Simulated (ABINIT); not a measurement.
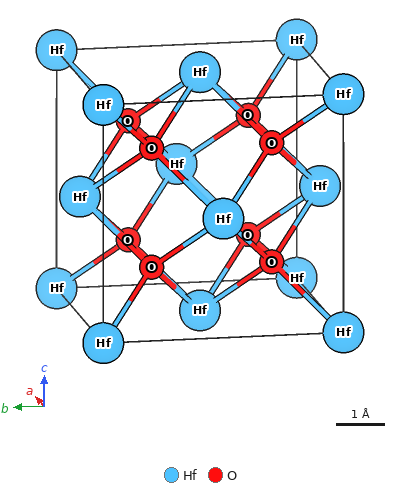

Figure 1. The structure (ball-and-stick view of the cell 4 times as large as that of the calculation, set on its symmetry axes, seen at an oblique angle). An atom can appear more than once, as a periodic image. Near neighbours in the periodic cell (some may lie outside the picture): Hf has 8 O at 2.21 Å; O has 4 Hf at 2.21 Å.

**Single-point calculation of HfO$_{2}$**

The run: single-point calculation of HfO$_{2}$ (Fm-3m, 3 atoms in the cell). Method and program: Kohn-Sham DFT of a periodic cell, r2SCAN, JTH PAW PBE v2.0, no spin polarisation (ABINIT 10.8.3).

The structure derives from an entry of the Crystallography Open Database.

## Input
```
# Pseudopotentials
pp_dirpath "./"
pseudos "Hf.GGA_PBE-JTH.xml, O.GGA_PBE-JTH.xml"

# Structure
acell 6.8348581746 6.8348581746 6.8348581746
rprim
     0.0000000000     0.7071067812     0.7071067812
     0.7071067812     0.0000000000     0.7071067812
     0.7071067812     0.7071067812     0.0000000000
ntypat 2
znucl 72 8
natom 3
typat 1 2 2
xcart
     0.0000000000     0.0000000000     0.0000000000
     3.8362500000     3.8362500000     3.8362500000
     1.2787500000     1.2787500000     1.2787500000 Angstrom

# Plane-wave basis
ecut 761.918815 eV
pawecutdg 75.6

# k points
kptopt 1
ngkpt 9 9 9
nshiftk 1
shiftk 0.0 0.0 0.0

# Exchange and correlation
ixc -497498
usekden 1
pawxcdev 0

# Bands and occupations
nband 16
occopt 4
tsmear 0.05 eV

# SCF cycle
nstep 100
tolvrs 1.0e-7

# Output
iomode 3
prtwf 0
prtden 0
prteig 0
prtebands 0
enunit 2
```

Command:
```bash
abinit run.abi > log 2>&1
```

## Log
```
.Version 10.8.3 of ABINIT
 Symmetries : space group Fm -3 m (#225); Bravais cF (face-center cubic)
================================================================================
 Values of the parameters that define the memory need of the present run
     intxc =       0    ionmov =       0      iscf =      17    lmnmax =      18
     lnmax =       6     mgfft =      36  mpssoang =       3    mqgrid =    3001
     natom =       3  nloc_mem =       2    nspden =       1   nspinor =       1
    nsppol =       1      nsym =      48    n1xccc =       1    ntypat =       2
    occopt =       4   xclevel =       2
       mpw =        1609          nfft =       46656          nkpt =          35
 PAW method is used; the additional fine FFT grid is defined by:
   mgfftf=        54    nfftf =    157464
================================================================================
================================================================================

--------------------------------------------------------------------------------
------------- Echo of variables that govern the present computation ------------
--------------------------------------------------------------------------------
 -outvars: echo values of preprocessed input variables --------
            acell      6.8348581746E+00  6.8348581746E+00  6.8348581746E+00 Bohr
              amu      1.78490000E+02  1.59994000E+01
             ecut      2.80000000E+01 Hartree
           enunit           2
              ixc     -497498
         kptrlatt        9    0    0      0    9    0      0    0    9
          kptrlen      6.15137236E+01
            natom           3
            nband          16
            ngfft          36      36      36
          ngfftdg          54      54      54
             nkpt          35
            nstep         100
             nsym          48
           ntypat           2
           occopt           4
        pawecutdg      7.56000000E+01 Hartree
         pawxcdev           0
           prtden           0
        prtebands           0
           prteig           0
          prtkden           1
            prtwf           0
            rprim      0.0000000000E+00  7.0710678120E-01  7.0710678120E-01
                       7.0710678120E-01  0.0000000000E+00  7.0710678120E-01
                       7.0710678120E-01  7.0710678120E-01  0.0000000000E+00
          spgroup         225
           tolvrs      1.00000000E-07
           tsmear      1.83746611E-03 Hartree
            typat      1  2  2
          usekden           1
           useylm           1
           xangst      0.0000000000E+00  0.0000000000E+00  0.0000000000E+00
                       3.8362499975E+00  3.8362499975E+00  3.8362499975E+00
                       1.2787499992E+00  1.2787499992E+00  1.2787499992E+00
            xcart      0.0000000000E+00  0.0000000000E+00  0.0000000000E+00
                       7.2494618457E+00  7.2494618457E+00  7.2494618457E+00
                       2.4164872819E+00  2.4164872819E+00  2.4164872819E+00
             xred      0.0000000000E+00  0.0000000000E+00  0.0000000000E+00
                       7.5000000000E-01  7.5000000000E-01  7.5000000000E-01
                       2.5000000000E-01  2.5000000000E-01  2.5000000000E-01
            znucl       72.00000    8.00000

================================================================================

 chkinp: Checking input parameters for consistency.

================================================================================
== DATASET  1 ==================================================================

--- !DatasetInfo
iteration_state: {dtset: 1, }
dimensions: {natom: 3, nkpt: 35, mband: 16, nsppol: 1, nspinor: 1, nspden: 1, mpw: 1609, }
cutoff_energies: {ecut:  28.0, pawecutdg:  75.6, }
electrons: {nelect:   2.40000000E+01, charge:   0.00000000E+00, occopt:   4.00000000E+00, tsmear:   1.83746611E-03, }
meta: {optdriver: 0, ionmov: 0, optcell: 0, iscf: 17, paral_kgb: 0, }
...

 Real(R)+Recip(G) space primitive vectors, cartesian coordinates (Bohr,Bohr^-1):
 R(1)=  0.0000000  4.8329746  4.8329746  G(1)= -0.1034560  0.1034560  0.1034560
 R(2)=  4.8329746  0.0000000  4.8329746  G(2)=  0.1034560 -0.1034560  0.1034560
 R(3)=  4.8329746  4.8329746  0.0000000  G(3)=  0.1034560  0.1034560 -0.1034560
 Unit cell volume ucvol=  2.2577379E+02 bohr^3
 Angles (23,13,12)=  6.00000000E+01  6.00000000E+01  6.00000000E+01 degrees

 Coarse grid specifications (used for wave-functions):

 getcut: wavevector=  0.0000  0.0000  0.0000  ngfft=  36  36  36
         ecut(hartree)=     28.000   => boxcut(ratio)=   2.21120

 getcut : COMMENT -
  Note that boxcut > 2.2 ; recall that boxcut=Gcut(box)/Gcut(sphere) = 2
  is sufficient for exact treatment of convolution.
  Such a large boxcut is a waste : you could raise ecut
  e.g. ecut=   34.225968 Hartrees makes boxcut=2

 Fine grid specifications (used for densities):

 getcut: wavevector=  0.0000  0.0000  0.0000  ngfft=  54  54  54
         ecut(hartree)=     75.600   => boxcut(ratio)=   2.01924

--- Pseudopotential description ------------------------------------------------
- pspini: atom type   1  psp file is ./Hf.GGA_PBE-JTH.xml
 Pseudopotential format is: paw10
 basis_size (lnmax)=  6 (lmn_size= 18), orbitals=   0   0   1   1   2   2
 Spheres core radius: rc_sph= 2.41119446
 Shapefunction is SIN type: shapef(r)=[sin(pi*r/rshp)/(pi*r/rshp)]**2
 Radius for shape functions =  2.41119446
 Compensation charge density is not taken into account in XC energy/potential

- pspini: atom type   2  psp file is ./O.GGA_PBE-JTH.xml
 Pseudopotential format is: paw10
 basis_size (lnmax)=  4 (lmn_size=  8), orbitals=   0   0   1   1
 Spheres core radius: rc_sph= 1.41465230
 Shapefunction is SIN type: shapef(r)=[sin(pi*r/rshp)/(pi*r/rshp)]**2
 Radius for shape functions =  1.20231231
 Compensation charge density is not taken into account in XC energy/potential

   2.44829958E+03                                ecore*ucvol(ha*bohr**3)
--------------------------------------------------------------------------------

================================================================================

--- !BeginCycle
iteration_state: {dtset: 1, }
solver: {iscf: 17, nstep: 100, nline: 4, wfoptalg: 10, }
tolerances: {tolvrs: 1.00E-07, }
...

     iter   Etot(hartree)      deltaE(h)  residm     nres2
 ETOT  1  -39.931939039230    -3.993E+01 3.653E+00 3.876E+01
 ETOT  2  -41.346293064533    -1.414E+00 9.722E-02 1.609E+01
 ETOT  3  -41.331708384088     1.458E-02 3.033E-02 1.474E+01
 ETOT  4  -41.345923343364    -1.421E-02 5.303E-03 1.389E+01
 ETOT  5  -41.329771348726     1.615E-02 4.463E-03 4.692E-02
 ETOT  6  -41.330931865546    -1.161E-03 3.627E-03 2.004E-02
 ETOT  7  -41.330946917573    -1.505E-05 1.720E-03 1.861E-02
 ETOT  8  -41.330930915548     1.600E-05 2.489E-03 8.845E-04
 ETOT  9  -41.330931344031    -4.285E-07 8.651E-04 1.978E-04
 ETOT 10  -41.330931328496     1.553E-08 1.151E-03 6.358E-05
 ETOT 11  -41.330931303055     2.544E-08 3.548E-04 2.250E-07
 ETOT 12  -41.330931303675    -6.199E-10 4.435E-04 1.581E-08

 At SCF step   12       nres2   =  1.58E-08 < tolvrs=  1.00E-07 =>converged.

Result for kinetic energy density :

--------------------------------------------------------------------------------
 Total kinetic energy density [Ha/Bohr^3]
)     Maximum=    2.7387E+00  at reduced coord.    0.7407    0.7593    0.7593
)     Minimum=    1.7556E-03  at reduced coord.    0.5000    0.5000    0.5000
   Integrated=    2.0513E+01
--------------------------------------------------------------------------------

 Cartesian components of stress tensor (hartree/bohr^3)
  sigma(1 1)=  4.09269665E-04  sigma(3 2)=  0.00000000E+00
  sigma(2 2)=  4.09269665E-04  sigma(3 1)=  0.00000000E+00
  sigma(3 3)=  4.09269665E-04  sigma(2 1)=  0.00000000E+00

--- !ResultsGS
iteration_state: {dtset: 1, }
comment   : Summary of ground state results
lattice_vectors:
- [  0.0000000,   4.8329746,   4.8329746, ]
- [  4.8329746,   0.0000000,   4.8329746, ]
- [  4.8329746,   4.8329746,   0.0000000, ]
lattice_lengths: [   6.83486,    6.83486,    6.83486, ]
lattice_angles: [ 60.000,  60.000,  60.000, ] # degrees, (23, 13, 12)
lattice_volume:   2.2577379E+02
convergence: {deltae: -6.199E-10, res2:  1.581E-08, residm:  4.435E-04, diffor: null, }
etotal    :  -4.13309313E+01
entropy   :   0.00000000E+00
fermie    :   4.68819822E-02
cartesian_stress_tensor: # hartree/bohr^3
- [  4.09269665E-04,   0.00000000E+00,   0.00000000E+00, ]
- [  0.00000000E+00,   4.09269665E-04,   0.00000000E+00, ]
- [  0.00000000E+00,   0.00000000E+00,   4.09269665E-04, ]
pressure_GPa:  -1.2041E+01
xred      :
- [  0.0000E+00,   0.0000E+00,   0.0000E+00, Hf]
- [  7.5000E-01,   7.5000E-01,   7.5000E-01,  O]
- [  2.5000E-01,   2.5000E-01,   2.5000E-01,  O]
cartesian_forces: # hartree/bohr
- [ -5.80354549E-31,   5.80354549E-31,  -5.80354549E-31, ]
- [ -1.45088637E-30,  -2.90177275E-31,   2.03124092E-30, ]
- [  2.03124092E-30,  -2.90177275E-31,  -1.45088637E-30, ]
force_length_stats: {min:   1.00520357E-30, max:   2.51300891E-30, mean:   2.01040713E-30, }
...

 Integrated electronic density in atomic spheres:
 ------------------------------------------------
 Atom  Sphere_radius  Integrated_density
    1        2.41119          9.30263912
    2        1.41465          4.63230430
    3        1.41465          4.63230430

================================================================================

 ----iterations are completed or convergence reached----

 Mean square residual over all n,k,spin=   38.967E-07; max=  44.348E-05
 reduced coordinates (array xred) for    3 atoms
       0.000000000000      0.000000000000      0.000000000000
       0.750000000000      0.750000000000      0.750000000000
       0.250000000000      0.250000000000      0.250000000000
 rms dE/dt=  6.8704E-30; max dE/dt=  8.4145E-30; dE/dt below (all hartree)
    1       0.000000000000      0.000000000000      0.000000000000
    2      -0.000000000000     -0.000000000000      0.000000000000
    3       0.000000000000     -0.000000000000     -0.000000000000

 cartesian coordinates (angstrom) at end:
    1      0.00000000000000     0.00000000000000     0.00000000000000
    2      3.83624999745262     3.83624999745262     3.83624999745262
    3      1.27874999915087     1.27874999915087     1.27874999915087

 cartesian forces (hartree/bohr) at end:
    1     -0.00000000000000     0.00000000000000    -0.00000000000000
    2     -0.00000000000000    -0.00000000000000     0.00000000000000
    3      0.00000000000000    -0.00000000000000    -0.00000000000000
 frms,max,avg= 1.2311179E-30 2.0312409E-30   0.000E+00  0.000E+00  0.000E+00 h/b

 cartesian forces (eV/Angstrom) at end:
    1     -0.00000000000000     0.00000000000000    -0.00000000000000
    2     -0.00000000000000    -0.00000000000000     0.00000000000000
    3      0.00000000000000    -0.00000000000000    -0.00000000000000
 frms,max,avg= 6.3306628E-29 1.0445061E-28   0.000E+00  0.000E+00  0.000E+00 e/A
 length scales=  6.834858174600  6.834858174600  6.834858174600 bohr
              =  3.616851183299  3.616851183299  3.616851183299 angstroms
 Fermi (or HOMO) energy (hartree) =   0.04688   Average Vxc (hartree)=  -0.45174
 Eigenvalues (hartree) for nkpt=  35  k points:
 kpt#   1, nband= 16, wtk=  0.00137, kpt=  0.0000  0.0000  0.0000 (reduced coord)
  -2.33088   -1.14466   -1.14466   -1.14466   -0.73296   -0.62838   -0.20832   -0.20832
  -0.20832   -0.03762   -0.03762   -0.03762    0.14485    0.14485    0.21474    0.37711
      occupation numbers for kpt#   1
   2.00000    2.00000    2.00000    2.00000    2.00000    2.00000    2.00000    2.00000
   2.00000    2.00000    2.00000    2.00000    0.00000    0.00000    0.00000    0.00000
 prteigrs : prtvol=0 or 1, do not print more k-points.

 Fermi (or HOMO) energy (eV) =   1.27572   Average Vxc (eV)= -12.29257
 Eigenvalues (   eV  ) for nkpt=  35  k points:
 kpt#   1, nband= 16, wtk=  0.00137, kpt=  0.0000  0.0000  0.0000 (reduced coord)
 -63.42658  -31.14786  -31.14786  -31.14786  -19.94481  -17.09915   -5.66875   -5.66875
  -5.66875   -1.02380   -1.02380   -1.02380    3.94158    3.94158    5.84327   10.26172
 prteigrs : prtvol=0 or 1, do not print more k-points.

--- !EnergyTerms
iteration_state     : {dtset: 1, }
comment             : Components of total free energy in Hartree
kinetic             :  2.05133718233845E+01
hartree             :  1.35162468467431E+01
xc                  : -1.44466557036530E+01
Ewald energy        : -6.72333631145653E+01
psp_core            :  1.08440380756538E+01
local_psp           : -2.75447302943941E+01
PAW spherical_terms :  2.30201479570044E+01
internal            : -4.13309444098265E+01
'-kT*entropy'       :  7.25286738022473E-16
total_energy        : -4.13309444098265E+01
total_energy_eV     : -1.12467229224696E+03
...

--- !EnergyTermsDC
iteration_state     : {dtset: 1, }
comment             : '"Double-counting" decomposition of free energy'
band_energy         : -1.57122466066731E+01
Ewald energy        : -6.72333631145653E+01
psp_core            :  1.08440380756538E+01
xc_dc               : -1.58111435951435E+01
PAW spherical_terms :  4.65817839370533E+01
internal            : -4.13309313036747E+01
'-kT*entropy'       :  7.25286738022473E-16
total_energy_dc     : -4.13309313036747E+01
total_energy_dc_eV  : -1.12467193561040E+03
...

--- !EnergyTermsWithPAWCore
iteration_state     : {dtset: 1, }
comment             : 'Components of total free energy, including PAW core contributions'
Total energy        : -1.52297950768493E+04
Total energy DC     : -1.52297950637431E+04
Total energy (eV)   : -4.14423836283286E+05
Total energy DC (eV): -4.14423835926649E+05
...

 Cartesian components of stress tensor (hartree/bohr^3)
  sigma(1 1)=  4.09269665E-04  sigma(3 2)=  0.00000000E+00
  sigma(2 2)=  4.09269665E-04  sigma(3 1)=  0.00000000E+00
  sigma(3 3)=  4.09269665E-04  sigma(2 1)=  0.00000000E+00

-Cartesian components of stress tensor (GPa)         [Pressure= -1.2041E+01 GPa]
- sigma(1 1)=  1.20411293E+01  sigma(3 2)=  0.00000000E+00
- sigma(2 2)=  1.20411293E+01  sigma(3 1)=  0.00000000E+00
- sigma(3 3)=  1.20411293E+01  sigma(2 1)=  0.00000000E+00

== END DATASET(S) ==============================================================
================================================================================

 -outvars: echo values of variables after computation  --------
            acell      6.8348581746E+00  6.8348581746E+00  6.8348581746E+00 Bohr
           etotal     -4.1330931304E+01
            fcart     -5.8035454917E-31  5.8035454917E-31 -5.8035454917E-31
                      -1.4508863729E-30 -2.9017727458E-31  2.0312409221E-30
                       2.0312409221E-30 -2.9017727458E-31 -1.4508863729E-30
            rprim      0.0000000000E+00  7.0710678120E-01  7.0710678120E-01
                       7.0710678120E-01  0.0000000000E+00  7.0710678120E-01
                       7.0710678120E-01  7.0710678120E-01  0.0000000000E+00
           strten      4.0926966520E-04  4.0926966520E-04  4.0926966520E-04
                       0.0000000000E+00  0.0000000000E+00  0.0000000000E+00
           xangst      0.0000000000E+00  0.0000000000E+00  0.0000000000E+00
                       3.8362499975E+00  3.8362499975E+00  3.8362499975E+00
                       1.2787499992E+00  1.2787499992E+00  1.2787499992E+00
             xred      0.0000000000E+00  0.0000000000E+00  0.0000000000E+00
                       7.5000000000E-01  7.5000000000E-01  7.5000000000E-01
                       2.5000000000E-01  2.5000000000E-01  2.5000000000E-01
 Calculation completed.
```

## Summary

```csv
quantity,value
outcome,converged
space group (tolerance 0.01 Å),Fm-3m (225)
electrons treated,24
free energy,−1124.6719 eV
Fermi energy,1.276 eV
gap on the k-point mesh,4.34 eV
pressure,−12.04 GPa
largest force (length of the vector),under 0.001 eV/Å
hardware,"1 thread of Arm Neoverse V1, 24 GiB of memory available, shared host"
wall time,2.5 min
peak memory,0.21 GiB
```

## Remarks

Spin–orbit coupling is left out, which matters for Hf. The cell is under a tension of 12.0 GPa at this level, so it is not at its equilibrium volume.
